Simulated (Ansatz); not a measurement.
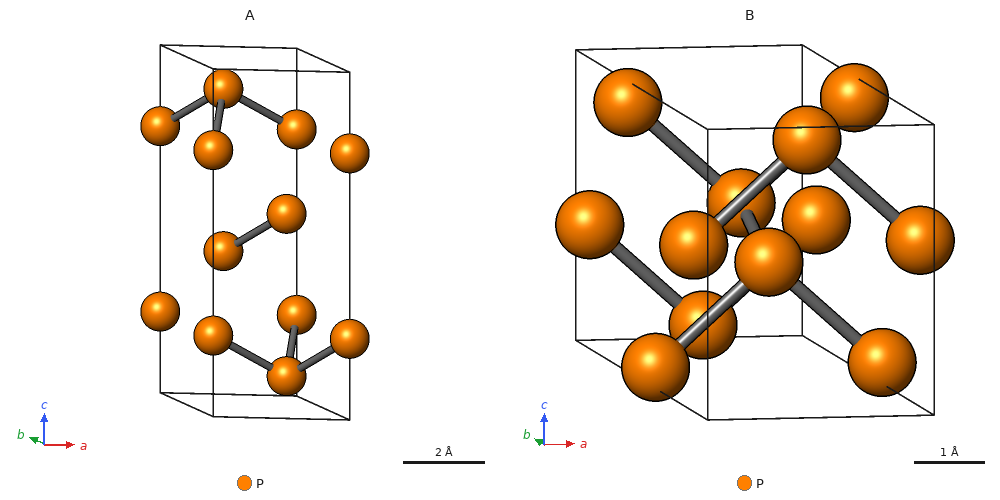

Two structures of P, each relaxed (cell and atoms) at zero pressure; conventional cells in solid outline, small ones repeated, each panel with its own scale. Alike in all runs: Ansatz 0.2.0; functional PBEsol; potentials all-electron LAPW, scalar-relativistic; occupations fermi-dirac, width 0.05 eV; no spin polarisation; no spin-orbit coupling. The k meshes have like spacings.

Name the structure in each panel.

Answer. A: α-arsenic (A7) type, R-3m; B: 8 atoms a cell on a base-centred orthorhombic lattice, Cmce.

Which of these is lowest in energy, and how far above it do the others lie?

Answer. A, then B (+40 meV/atom), static energies at zero smearing.

Collect the results in a table.

Answer.
| panel | space group | E − E(lowest) (meV/atom) | volume (Å³/atom) |
| --- | --- | --- | --- |
| A | R-3m | 0 | 15.1 |
| B | Cmce | 40 | 17.9 |

At room conditions P is orthorhombic, which this level doesn't put lowest.

The starts are database entries or structure types tried for this composition, and the most stable form need not be among them. Approximate functionals can misorder forms that lie within a few tens of meV/atom, as they do the rutile and anatase forms of TiO₂.
